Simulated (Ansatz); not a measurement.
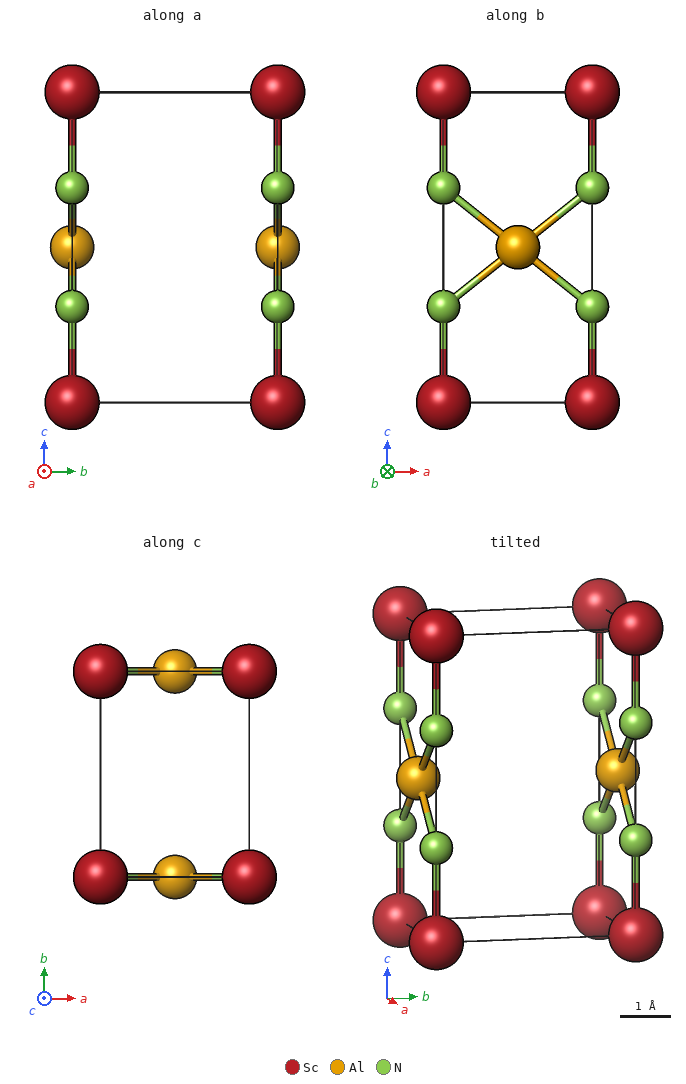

Ball-and-stick drawing of the structure, looking along the a axis, along the b axis, along the c axis and slightly off an axis. One conventional unit cell is outlined, and atoms on its boundary appear in each equivalent place.

Lattice parameters: a = 3.021 Å, b = 4.173 Å, c = 6.301 Å, α = 90.00°, β = 90.00°, γ = 90.00°. Put a along x and b in the xy plane.

### Express the structure as a POSCAR file, with free fractional coordinates to two decimals.

```
Sc Al N
1.0
     3.021    0.000    0.000
     0.000    4.173    0.000
     0.000    0.000    6.301
Sc Al N
1 1 2
Direct
  0.00 0.00 0.00
  0.50 0.00 0.50
  0.00 0.00 0.31
  0.00 0.00 0.69
```

Origin of the cell: a random cell made by a generator, so it need not be a real form of the compound. Earlier steps of the study, as a rule a relaxation of our own, may have changed the cell and positions, so they can lie some per cent off the listed ones. It was run through Ansatz as a DFT input.
